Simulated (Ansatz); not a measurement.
```cif
data_structure
_symmetry_space_group_name_H-M 'P 1'
_symmetry_Int_Tables_number 1
_cell_length_a 4.6837
_cell_length_b 3.4226
_cell_length_c 5.1288
_cell_angle_alpha 90.000
_cell_angle_beta 99.540
_cell_angle_gamma 90.000
_cell_volume 81.08
loop_
_atom_site_label
_atom_site_type_symbol
_atom_site_fract_x
_atom_site_fract_y
_atom_site_fract_z
_atom_site_occupancy
Cu1 Cu 0.25000 0.25000 0.00000 1
Cu2 Cu 0.75000 0.75000 0.00000 1
Cu3 Cu 0.25000 0.75000 0.50000 1
Cu4 Cu 0.75000 0.25000 0.50000 1
O1 O 0.00000 0.41840 0.25000 1
O2 O 0.50000 0.91840 0.25000 1
O3 O 0.00000 0.58160 0.75000 1
O4 O 0.50000 0.08160 0.75000 1
```

Space group C2/c; computed pressure about 8 GPa in this cell; computed without spin polarisation; Hubbard U of 4 eV on Cu d only.

The calculation used Ansatz 0.2.0, DFT, PBE+U, PAW, plane waves, scalar-relativistic.

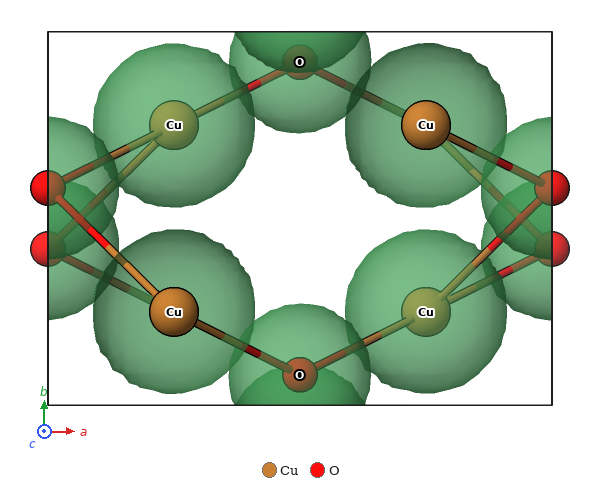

CuO. Isosurface of the valence electron density at 1.5 e/Å³ (green), seen along the c axis. Sticks mark near contacts.

Core electrons are frozen (PAW), and the valence fields are smoothed inside the atomic spheres.

How is the density connected at this value?

At this value the density breaks into separate islands; it holds about 75 % of the electrons treated as valence (semicore included). It bridges none of the near contacts. It is pinched off along the shortest Cu–O (1.95 Å) contacts. On the grid the lowest density along these lines, outside the cores, is 0.65 e/Å³ (Cu–O, 1.95 Å).

Does the calculation make it a metal, or give it a gap?

It is gapless in this calculation (a metal or semimetal); semilocal functionals without U, or without the true magnetic order, often close the gap of such compounds.
